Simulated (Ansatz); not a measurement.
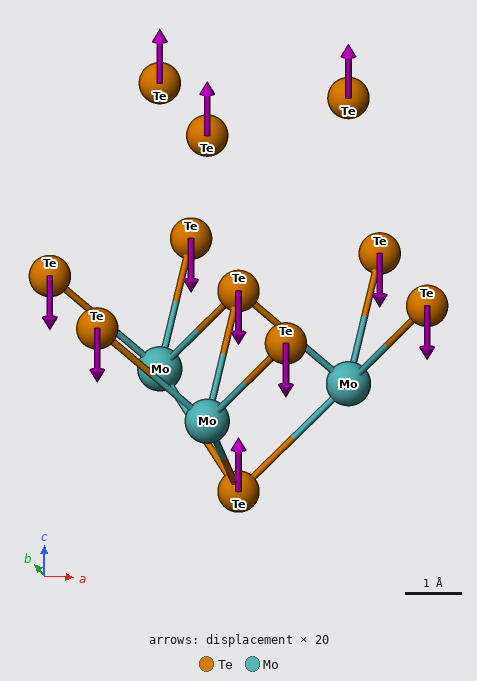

A relaxation of crystalline Te$_{2}$Mo (a generated structure, set up in P6_3/mmc). The starting structure is drawn; purple arrows show the displacements, 20 times their true length.

The picture is a ball-and-stick view of the atoms within 4.2 Å of the atom that moves most (axes of the cell of the calculation), seen slightly off an axis.

Level of theory: DFT, PBE, plane-wave PAW, default files, scalar-relativistic, frozen cores (Ansatz). Set-up: plane-wave cutoff 420 eV; k-point mesh 14 × 14 × 3; occupations fermi dirac; smearing width 0.02 eV; no spin polarisation; potentials kind: paw, frozen_core: stored; atoms relaxed in a fixed cell; force threshold 0.02 eV/Å; at most 60 steps.

**Atoms of which element are displaced furthest, and by how much?**

Tellurium: up to 0.051 Å, against 0.000 Å for molybdenum.

**What did the optimiser do to the structure, and how much energy did it gain?**

The largest moves, 0.051 Å, are those of Te atoms. Mo stays in place. The lattice vectors keep their values. Near-neighbour distances that change, for instance: Mo–Te 2.761 → 2.727 Å. The space group stays P6_3/mmc (No. 194). The energy falls by 11.1 meV per atom in 2 accepted moves (3 points after the start). The largest force component goes from 0.64 to 0.0042 eV/Å. The line search rejected the trial step at point 1 of the run.
